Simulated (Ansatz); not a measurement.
**Si: band-structure calculation**

The run: band-structure calculation of Si (Cmmm, 8 atoms in the cell). Method and program: DFT PBE, scalar-relativistic, plane waves, PAW, no spin polarisation (Ansatz 0.2.0).

The structure was made by a generator, so it may or may not be a known phase.

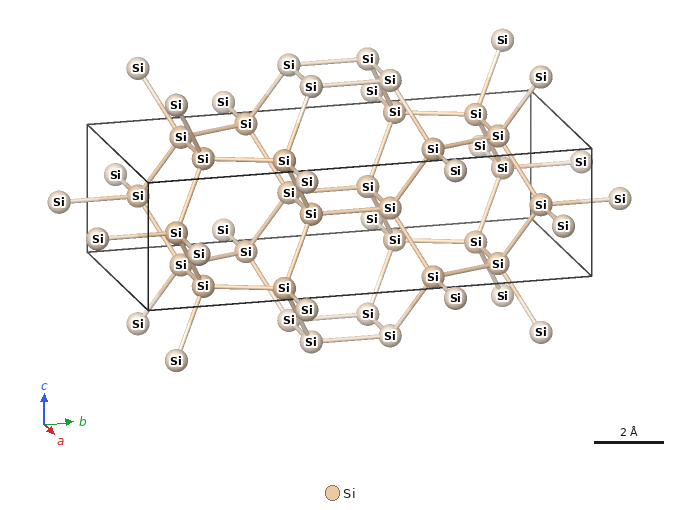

Fig. 1: The structure as given in the input (ball-and-stick view of the cell 2 times as large as that of the calculation, set on its symmetry axes, seen slightly off an axis; neighbours outside the cell are drawn fainter). Near neighbours in the crystal (not all of them lie inside the picture): Si has 4 Si at 2.36 to 2.39 Å.

## The input
```yaml
crystal:
  lattice:
    - [3.2405709123, -6.7053006754, 0.0]
    - [3.2405709123, 6.7053006754, 0.0]
    - [0.0, 0.0, 3.8593116521]
  atoms:
    - { symbol: Si, position: [0.1485739405, 0.4839235793, 0.0] }
    - { symbol: Si, position: [0.8514260595, 0.5160764207, 0.0] }
    - { symbol: Si, position: [0.5160764207, 0.8514260595, 0.0] }
    - { symbol: Si, position: [0.4839235793, 0.1485739405, 0.0] }
    - { symbol: Si, position: [0.9045053915, 0.7266935922, 0.5] }
    - { symbol: Si, position: [0.0954946085, 0.2733064078, 0.5] }
    - { symbol: Si, position: [0.2733064078, 0.0954946085, 0.5] }
    - { symbol: Si, position: [0.7266935922, 0.9045053915, 0.5] }
basis:
  ecutwfc: 420
kpoints:
  mp_grid: { grid: [6, 6, 10] }
  band_path:
    path:
      - [[0.0, 0.0, 0.0], [-0.5, 0.5, 0.0], [-0.30839109, 0.69160891, 0.0]]
      - [[0.30839109, 0.30839109, 0.0], [0.0, 0.0, 0.0], [0.0, 0.0, 0.5], [0.30839109, 0.30839109, 0.5]]
      - [[-0.30839109, 0.69160891, 0.5], [-0.5, 0.5, 0.5], [-0.5, 0.5, 0.0]]
      - [[0.0, 0.0, 0.0], [0.0, 0.5, 0.0], [0.0, 0.5, 0.5], [0.0, 0.0, 0.5], [-0.5, 0.5, 0.5]]
    npoints: 14
hamiltonian:
  xc: pbe
scf:
  occupations: { method: gaussian, width: 0.02 }
  n_extra_bands: 20
output:
  forces: true
  stress: true
  eigenvalues: true
  populations: true
  dos: { projected: true, de: 0.02, nscf_kmesh: { grid: [9, 9, 15] } }
  bader: true
  write_density: true
  write_potential: true
  elf: true
  volumetric_format: npy
```

Machine: 1 thread of Arm Neoverse V1, 24 GiB of memory available, shared host.

Launch command:
```bash
ansatz run input.yaml --threads 1 --pin off --max-ram 2560MiB --backend cpu --events-out ev --progress --plain --runs-dir out
```

## What the program printed
```
scf.n_extra_bands = 20 over 16 filled bands (N_el = 32.0): the run solves 36 bands
Engine: ansatz 0.2.0, aarch64-unknown-linux-gnu
Pseudopotentials: kind: paw
Pseudopotential: Si, paw, valence charge 4, recommended cutoff 420 eV (normal), Si.paw.azcp
Functional definition: PBE
  parameter kappa = 0.804
  parameter beta = 0.06672455060314922
  exchange = pbe_x(kappa = kappa, mu = beta*pi^2/3)
  correlation = pbe_c(beta = beta)
Crystal: 8 atoms, lattice volume = 167.718 Å³
Basis set: ecut = 420 eV, 3273 PW (Γ), exchange–correlation on 100×100×54 points (8 copies of the dense FFT grid, shifted against one another)
Bands: 36, of which v1, the nominal top of the filled ones, is band 16 counted from 1 (15 counted from 0)
Symmetry: 8 space group operations
Space group: Cmmm (ITA 65), of the structure as read, at distance tolerance 5.5e-5 Å
k-points: 78 of 360
Non-local potential: Si, projectors of the file, l = 0: 2, l = 1: 2, l = 2: 2
PAW form: soft (Blöchl's): semilocal exchange-correlation on the pseudo side does not see the compensation charge
PAW one-centre angular grid: Si, 110 points (default); XC on 64 Gauss nodes
Initial density: superposition of atomic densities (neutral atoms: chi_scale 0, normalization atom), corrected by the library's trained network
Initial wavefunctions: pseudopotential atomic-orbital guess
Functional: x = pbe(κ = 0.804, μ = 0.2195149727645171), c = pbe(β = 0.06672455060314922)
SCF iter   1: F=—  HF=-5085.995687 eV  |F-HF|=—  |Δ(HF+E_count)|=         —  Δρ=1.29e-3  dr2=3.10e-3  ethr=1.77e-3  ⟨swp⟩=6.2  Hψ=14923  notcnv=0  defer=353
preconditioner: auto → Resta (q_TF=auto, 2.070 Å⁻¹)  ε∞=3.6  [insulator: Δε(μ)=0.529 eV  Ē_g=10.053 eV  σ=0.020 eV  W_gap=1.00  n_scr=28 (ndim 8)  ℏωp=16.2 eV  f_vac=0.000  D(μ)=0.00/eV (n_scr^D=0)  ε∞_Penn≈3.6]
SCF iter   2: F=—  HF=-5085.997134 eV  |F-HF|=—  |Δ(HF+E_count)|=   1.45e-3  Δρ=7.31e-4  dr2=1.00e-3  ethr=9.67e-6  ⟨swp⟩=2.1  Hψ=4870  notcnv=0  defer=876
SCF iter   3: F=—  HF=-5085.997532 eV  |F-HF|=—  |Δ(HF+E_count)|=   3.98e-4  Δρ=1.38e-4  dr2=4.84e-5  ethr=3.13e-6  ⟨swp⟩=2.0  Hψ=3184  notcnv=0  defer=876
SCF iter   4: F=—  HF=-5085.997534 eV  |F-HF|=—  |Δ(HF+E_count)|=   1.56e-6  Δρ=5.82e-5  dr2=6.46e-6  ethr=1.51e-7  ⟨swp⟩=2.5  Hψ=2901  notcnv=0  defer=876
SCF iter   5: F=—  HF=-5085.997542 eV  |F-HF|=—  |Δ(HF+E_count)|=   8.77e-6  Δρ=1.39e-5  dr2=1.25e-6  ethr=2.02e-8  ⟨swp⟩=2.0  Hψ=2996  notcnv=0  defer=876
SCF iter   6: F=-5085.997543 eV  HF=-5085.997543 eV  |F-HF|=2.63e-9  |Δ(HF+E_count)|=   1.47e-7  Δρ=6.07e-6  dr2=9.12e-8  ethr=3.13e-10  ⟨swp⟩=15.1  Hψ=22217  notcnv=0
SCF 1 converged in 6 iterations: F = -5085.997543 eV  dr2 = 9.12e-8
  greatest PAW one-centre occupation: 0.636 electrons in one spin orbital (limit 2), on the Si atom at site 7 (counted from 0), in its partial waves of l = 0
```

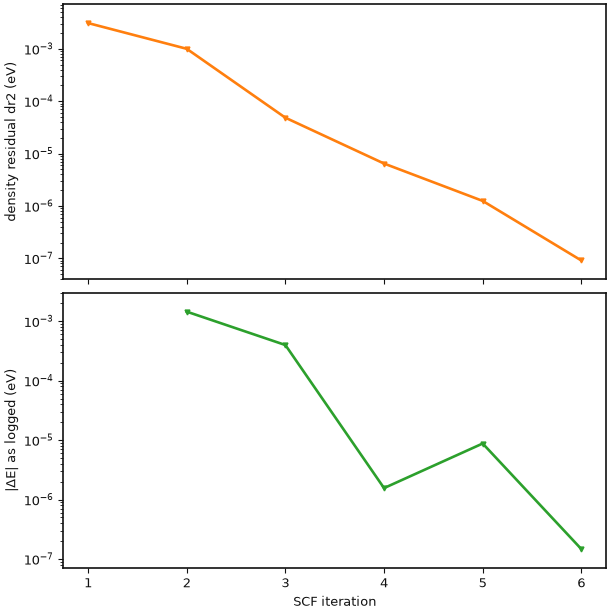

Fig. 2: Convergence of the self-consistent field: density residual dr2 and size of the energy change against the SCF iteration. The residual falls at every step.

```
NSCF: frozen V_eff on 158 k-points
NSCF: frozen V_eff on 200 k-points
SCF converged after 6 iterations
Free energy (F): -5085.997543 eV
Harris-Foulkes:  -5085.997543 eV  (|F-HF|=2.63e-9)
Internal energy: -5085.997543 eV  (E = F + TS)
E sigma→0 (E₀):  -5085.997543 eV
Fermi energy:    6.186020 eV
--- Per-component energies (eV) ---
  E_band       = 24.849903
  E_kinetic    = 320.251709
  E_local      = -254.331091  (includes V_loc(G=0)·N_el)
  E_nonlocal   = 206.965659
  E_hartree    = 71.896176
  E_xc         = -440.243068
  E_vxc        = -372.251041  (∫ρ·V_xc dr)
  E_paw        = -4101.992198  (= ΣΔE_a)
  E_vpaw       = -19.574918  (= ΣTr[D̂ρ^β])
  E_aug_tail   = 0.000051  (compensation charges beyond the density's cutoff)
  E_ewald      = -888.544779
  E_smearing   = -0.000000  (= −TS)
  E_closure    = 0.000000  (closes the sum)
  Σ components = -5085.997543   (vs F -5085.997543, Δ=0.00e0)
--- Forces (eV/Å), atoms counted from 1 ---
  atom   1  Si    -0.00155489    -0.00207871     0.00000000
  atom   2  Si     0.00155489     0.00207871    -0.00000000
  atom   3  Si     0.00155489    -0.00207871    -0.00000000
  atom   4  Si    -0.00155489     0.00207871     0.00000000
  atom   5  Si    -0.00175418    -0.00204842     0.00000000
  atom   6  Si     0.00175418     0.00204842    -0.00000000
  atom   7  Si     0.00175418    -0.00204842    -0.00000000
  atom   8  Si    -0.00175418     0.00204842     0.00000000
  max |Σ_I F_I| component: 3.47e-18 eV/Å
--- Stress (GPa, compression-positive) ---
        0.014003       0.000000       0.000000
        0.000000       0.012197       0.000000
        0.000000       0.000000      -0.002211
  P = ⅓ Tr σ = 0.0080 GPa (0.080 kbar)
--- Band table (eV; the first three rows and the last of 78) ---
  k-point 0: bands = ["-6.0382", "-3.8903", "-3.2518", "-2.9642", "-2.7180", "-0.5856", "1.0074", "2.8234", "2.9163", "3.0163", "3.8087", "4.4832", "4.8121", "4.9807", "5.1752", "5.2432", "6.4527", "7.1769", "7.7362", "8.1148", "8.1305", "8.7305", "8.9640", "9.5929", "9.7653", "10.0625", "10.1187", "11.4862", "11.6034", "12.0025", "12.3849", "12.4376", "12.7605", "13.1652", "13.8487", "13.8713"]
  k-point 1: bands = ["-5.9539", "-3.8017", "-3.1658", "-2.8775", "-2.7221", "-0.5535", "1.0843", "2.4134", "2.6937", "2.8154", "3.7550", "3.7583", "4.6131", "4.7678", "4.8179", "5.1526", "7.1807", "7.5288", "7.6112", "8.2170", "8.4680", "9.1882", "9.4256", "9.6775", "10.1694", "10.2399", "10.3103", "10.8730", "11.2465", "11.3307", "12.0943", "12.1871", "13.6326", "13.6984", "13.7494", "14.0737"]
  k-point 2: bands = ["-5.7040", "-3.5380", "-2.9117", "-2.7793", "-2.6206", "-0.5027", "1.2928", "1.5053", "2.1370", "2.3314", "2.6849", "3.3871", "4.2466", "4.3046", "4.5013", "4.8606", "7.3870", "7.9143", "8.4625", "8.4670", "8.8356", "9.9892", "10.1041", "10.1329", "10.3102", "10.3450", "10.4549", "11.0232", "11.1454", "11.2593", "11.9176", "11.9759", "13.0014", "13.0355", "13.6953", "14.2804"]
  k-point 77: bands = ["-4.0404", "-3.9284", "-2.3000", "-2.2806", "-1.8464", "-1.6033", "0.5851", "0.6365", "1.2436", "1.6214", "2.9988", "3.0853", "3.2380", "3.3531", "3.3687", "3.4491", "6.5119", "6.6565", "7.5115", "7.6748", "10.0264", "10.1839", "10.4274", "11.3022", "11.3231", "11.5407", "11.5955", "11.8521", "11.8960", "11.9183", "11.9921", "12.2230", "14.3471", "15.3692", "15.7722", "15.9501"]
--- Löwdin populations: 8 sites ---
  site symbol       q [e]
     0     Si      3.9591
     1     Si      3.9591
     2     Si      3.9591
     3     Si      3.9591
     4     Si      3.9624
     5     Si      3.9624
     6     Si      3.9624
     7     Si      3.9624
  spilling = 0.009804 (of n_electrons = 32.000000)
--- Bader charges: 8 sites ---
  site symbol  charge [e]  shift [e]
     0     Si      0.0120     0.0012
     1     Si      0.0120     0.0012
     2     Si      0.0120     0.0012
     3     Si      0.0120     0.0012
     4     Si     -0.0120     0.0012
     5     Si     -0.0120     0.0012
     6     Si     -0.0120     0.0012
     7     Si     -0.0120     0.0012
  estimated error of the sums over rays = 1.3e-4 e
```

## File bader_charges.tsv
```
# site	symbol	x_ang	y_ang	z_ang	partial_charge_e	electrons	volume_ang3	relative_density_drop	shared_charge_e	partial_wave_shift_e
# quadrature_error_electrons = 1.3e-4
0	Si	2.0497	2.2486	0.0000	0.01199	13.98801	20.76	-	0.01199	0.00117
1	Si	4.4315	-2.2486	0.0000	0.01200	13.98800	20.76	-	0.01200	0.00117
2	Si	4.4315	2.2486	0.0000	0.01200	13.98800	20.76	-	0.01200	0.00117
3	Si	2.0497	-2.2486	0.0000	0.01199	13.98801	20.76	-	0.01199	0.00117
4	Si	5.2860	-1.1923	1.9297	-0.01200	14.01200	21.17	-	-0.01200	0.00117
5	Si	1.1951	1.1923	1.9297	-0.01199	14.01199	21.17	-	-0.01199	0.00117
6	Si	1.1951	-1.1923	1.9297	-0.01199	14.01199	21.17	-	-0.01199	0.00117
7	Si	5.2860	1.1923	1.9297	-0.01200	14.01200	21.17	-	-0.01200	0.00117
```

## File populations.tsv
```
# site	symbol	l	j	q
# orbitals = lowdin
# n_electrons = 32.000000
# spilling = 0.009804
0	Si	0_3S	-	1.195591
0	Si	1_3P	-	2.763534
1	Si	0_3S	-	1.195591
1	Si	1_3P	-	2.763534
2	Si	0_3S	-	1.195591
2	Si	1_3P	-	2.763534
3	Si	0_3S	-	1.195591
3	Si	1_3P	-	2.763534
4	Si	0_3S	-	1.208559
4	Si	1_3P	-	2.753886
5	Si	0_3S	-	1.208559
5	Si	1_3P	-	2.753886
6	Si	0_3S	-	1.208559
6	Si	1_3P	-	2.753886
7	Si	0_3S	-	1.208559
7	Si	1_3P	-	2.753886
```

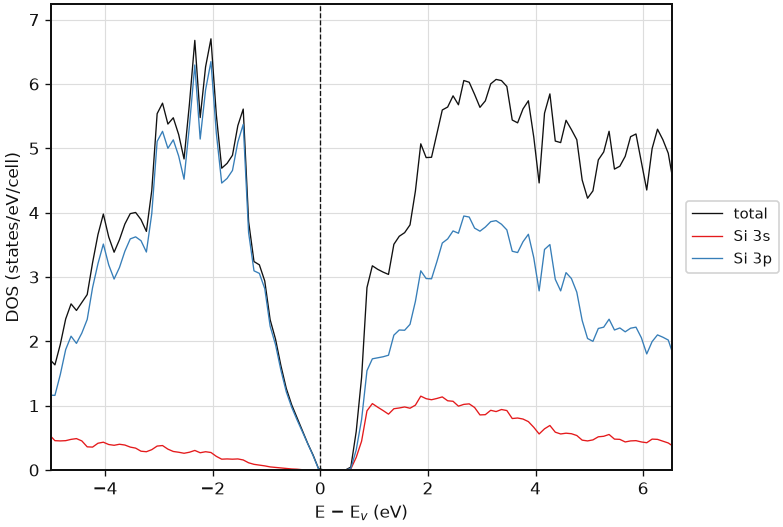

Fig. 3: Density of states (projected on Löwdin-orthogonalised atomic shells), with energies from the valence-band top. There is a gap of 0.53 eV on the k-point mesh.

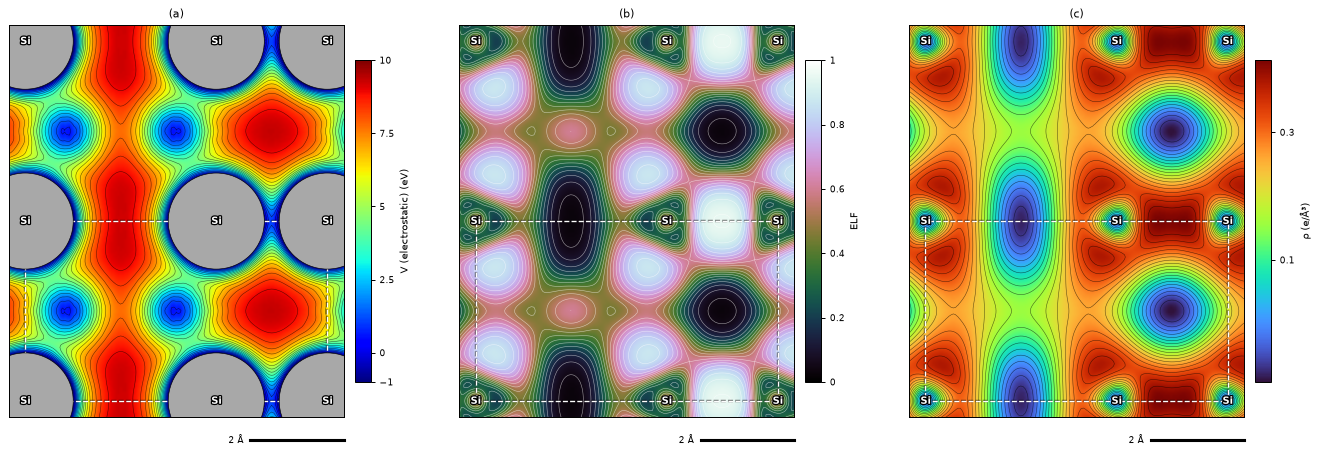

Fig. 4: (a) electrostatic potential energy of an electron; (b) electron localisation function; (c) valence electron density on the (010) plane of the conventional cell. Grey discs, where drawn, cover atomic cores. Atoms in the plane: Si. Away from the nuclei the density in this plane falls to 0.03 e/Å³ at its lowest. Outside the cores the potential energy rises away from the atoms and is highest about 2.3 Å from the nearest atoms; outside the discs it spans about 10 eV, and its zero is arbitrary. Core electrons are frozen (PAW), so the fields are smoothed inside the atomic spheres.

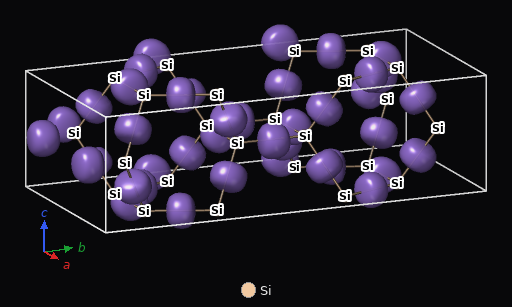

Fig. 5: Isosurface of the ELF at 0.85 (purple), seen slightly off an axis. Only the valence region is drawn (cores and ρ < 0.01 e/Å³ removed). Sticks mark near contacts. The outline is the cell set on symmetry axes. The ELF exceeds this value in 32 regions between bonded Si–Si atoms (shared pairs), counted in one cell of 16 atoms.  Values along the shortest contacts:

## Key numbers

```csv
quantity,value
outcome,converged
space group (tolerance 0.01 Å),Cmmm (65)
electrons treated,32
free energy,−5085.9975 eV
Fermi energy,6.186 eV
gap on the k-point mesh,0.53 eV
gap on the band path,0.53 eV
pressure,0.01 GPa
largest force (length of the vector),0.003 eV/Å
wall time,3.2 min
peak memory,0.87 GiB
```
